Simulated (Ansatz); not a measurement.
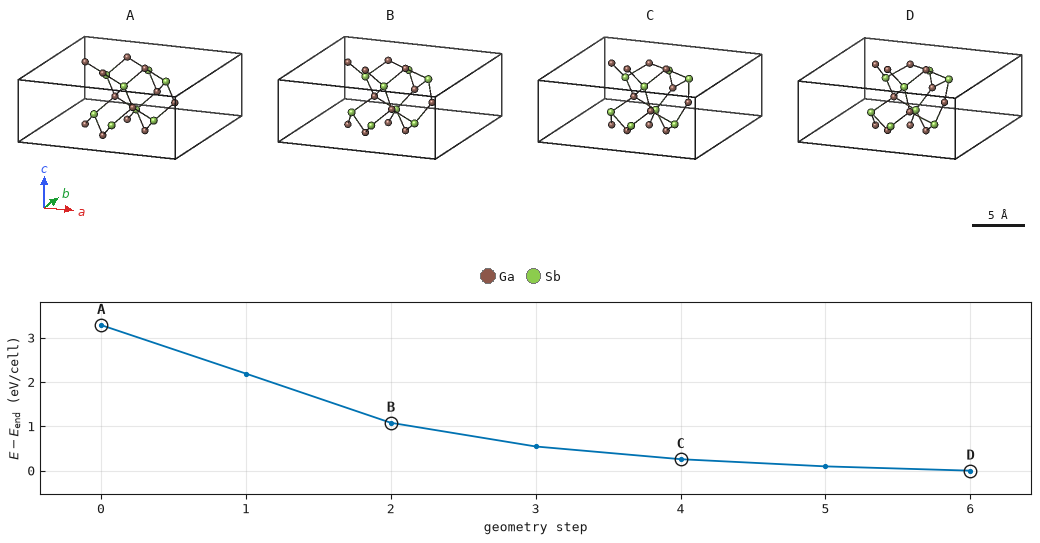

Frames of a relaxation of a wire of composition GaSb, marked on the history of the run. The picture is a ball-and-stick view of the cell of the calculation, with the vacuum cut short, seen slightly off an axis.

Case: wire along [0 0 1], 16 atoms a period.

Method: DFT PBE, scalar-relativistic, plane waves, PAW in Ansatz.

The input:
```yaml
crystal:
  lattice:
    - [18.3, 0.0, 0.0]
    - [0.0, 18.6, 0.0]
    - [0.0, 0.0, 6.2138412681]
  atoms:
    - { symbol: Ga, position: [0.2453343743, 0.5, 0.0], spin: 0.3 }
    - { symbol: Ga, position: [0.5848885419, 0.5, 0.0], spin: 0.3 }
    - { symbol: Sb, position: [0.3302229162, 0.5835193719, 0.75], spin: 0.3 }
    - { symbol: Sb, position: [0.6697770838, 0.5835193719, 0.75], spin: 0.3 }
    - { symbol: Ga, position: [0.5848885419, 0.3329612562, 0.5], spin: 0.3 }
    - { symbol: Ga, position: [0.5848885419, 0.6670387438, 0.5], spin: 0.3 }
    - { symbol: Sb, position: [0.3302229162, 0.4164806281, 0.25], spin: 0.3 }
    - { symbol: Sb, position: [0.6697770838, 0.4164806281, 0.25], spin: 0.3 }
    - { symbol: Ga, position: [0.4151114581, 0.5, 0.5], spin: 0.3 }
    - { symbol: Ga, position: [0.7546656257, 0.5, 0.5], spin: 0.3 }
    - { symbol: Sb, position: [0.5, 0.2494418844, 0.25], spin: 0.3 }
    - { symbol: Sb, position: [0.5, 0.5835193719, 0.25], spin: 0.3 }
    - { symbol: Ga, position: [0.4151114581, 0.3329612562, 0.0], spin: 0.3 }
    - { symbol: Ga, position: [0.4151114581, 0.6670387438, 0.0], spin: 0.3 }
    - { symbol: Sb, position: [0.5, 0.4164806281, 0.75], spin: 0.3 }
    - { symbol: Sb, position: [0.5, 0.7505581156, 0.75], spin: 0.3 }
basis:
  ecutwfc: 420
kpoints:
  mp_grid: { grid: [1, 1, 9] }
hamiltonian:
  xc: pbe
scf:
  occupations: { method: gaussian, width: 0.05 }
  lower_state_search: "off"
output:
  forces: true
  stress: true
  eigenvalues: true
  populations: true
  write_density: true
  write_potential: true
  elf: true
  volumetric_format: npy
magnetization:
  spin_polarized: true
relax:
  adjacent_minimum: "off"
  f_tol: 0.02
  max_steps: 45
  cell: { fix: [a, b, alpha, beta, gamma], stress_tol: 0.03 }
```

Run as
```bash
ansatz run input.yaml --threads 4 --pin off --max-ram 11264MiB --backend cpu --events-out ev --progress --plain --runs-dir out
```

Describe the path.

The run was cut off at its time limit before the relaxation converged, so the last structure is only a point on the way. The largest moves relative to the centre of the atoms, 1.07 Å, are those of Ga1 and Ga10. By element the largest moves are Ga 1.07 Å, Sb 0.44 Å. Along the periodic axis the drawn cell goes c 6.214 → 6.078 Å (−2.2 %). Some distances before and after: Ga14–Sb16 2.691 → 2.575 Å, Ga1–Sb3 2.691 → 2.588 Å, Ga2–Sb4 2.691 → 2.754 Å, Ga5–Sb8 2.691 → 2.707 Å. Among the angles between lasting bonds that change: Sb4–Ga10–Sb8 109.5° → 166.6°, Ga5–Sb11–Ga13 109.5° → 74.4°, Ga2–Sb8–Ga10 109.5° → 84.5°. Over 6 geometry steps the energy falls by 3.288 eV per cell of the calculation. The largest force component goes from 0.55 to 0.15 eV/Å. The program noted that the starting moments weren't kept. From step 0 to 2: Ga atoms move most (0.37 Å), energy −2.207 eV per cell of the calculation. From step 2 to 4: Ga atoms move most (0.39 Å), energy −0.823 eV per cell of the calculation. From step 4 to 6: Ga atoms move most (0.39 Å), energy −0.259 eV per cell of the calculation.

| step | E − E(0), meV/atom | largest force component, eV/Å |
| --- | --- | --- |
| 0 | 0.00 | 0.5480 |
| 1 | -68.53 | 0.8004 |
| 2 | -137.92 | 0.6901 |
| 3 | -171.39 | 0.5294 |
| 4 | -189.33 | 0.4035 |
| 5 | -199.47 | 0.2561 |
| 6 | -205.53 | 0.1473 |
